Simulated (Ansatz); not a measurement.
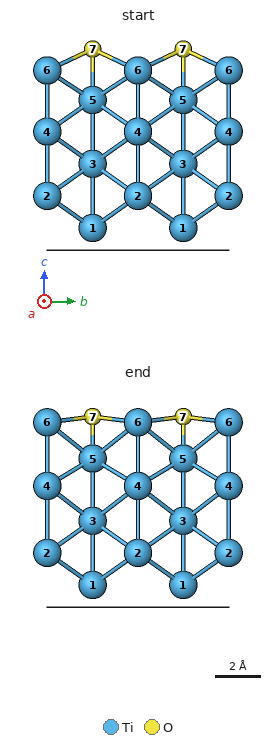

The structure of a slab of composition Ti₆O (cut from the Fm-3m phase) before (top) and after (bottom) a constrained relaxation, at one scale.

Style: ball-and-stick. Shown: the 2 × 2 repeat of the cell, outlined in the plane, without the vacuum, along the a axis.

Case: O put over a Ti atom of a lower plane. The slab is the (1 1 0) face of Ti with O on it. 3 atoms are held fixed.

All numbers below come from DFT PBEsol, scalar-relativistic, plane waves, PAW (Ansatz 0.2.0).

Input file:
```yaml
crystal:
  lattice:
    - [2.8679135959, 0.0, 0.0]
    - [0.0, 4.0558423031, 0.0]
    - [0.0, 0.0, 26.1697839898]
  atoms:
    - { symbol: Ti, position: [0.5, 0.5, 0.3248020695] }
    - { symbol: Ti, position: [0.0, 0.0, 0.3795964385] }
    - { symbol: Ti, position: [0.5, 0.5, 0.4343908074] }
    - { symbol: Ti, position: [0.0, 0.0, 0.4894145414] }
    - { symbol: Ti, position: [0.5, 0.5, 0.5435313401] }
    - { symbol: Ti, position: [0.0, 0.0, 0.5938857323] }
    - { symbol: O, position: [0.5, 0.5, 0.6305692602] }
basis:
  ecutwfc: 420
kpoints:
  mp_grid: { grid: [10, 7, 1] }
hamiltonian:
  xc: pbesol
scf:
  occupations: { method: gaussian, width: 0.1 }
output:
  forces: true
  eigenvalues: true
  write_density: true
  write_potential: true
  elf: true
  volumetric_format: npy
relax:
  adjacent_minimum: "off"
  f_tol: 0.03
  max_steps: 70
  constraints: [{ sites: [0, 1, 2] }]
efield:
  axis: 3
  dipole_correction: true
  ramp_width: 0.04
```

Command:
```bash
ansatz run input.yaml --threads 2 --pin off --max-ram 5120MiB --backend cpu --events-out ev --progress --plain --runs-dir out
```

Q: What changed between the two?

A: The energy falls by 1.597 eV per cell of the calculation in 6 geometry steps. The largest force component goes from 4.2 to 0.001 eV/Å. The atom that moves furthest is O7 (0.47 Å along the normal (−c)). By element the largest moves are O 0.47 Å, Ti 0.23 Å. The cell doesn't change. Among the contacts that change: Ti5–O7 2.278 → 1.874 Å, Ti6–O7 2.663 → 2.497 Å, Ti5–Ti6 2.812 → 2.964 Å, Ti2–Ti4 2.874 → 2.994 Å. Bond angles that change, for instance: Ti6–O7–Ti6 137.7° → 168.2°, Ti5–O7–Ti6 68.9° → 84.1°, Ti6–O7–Ti6 99.2° → 108.6°.

Limits of the set-up: the periodic images lie only 2.9 Å apart, so the values are limited by the cell's size.
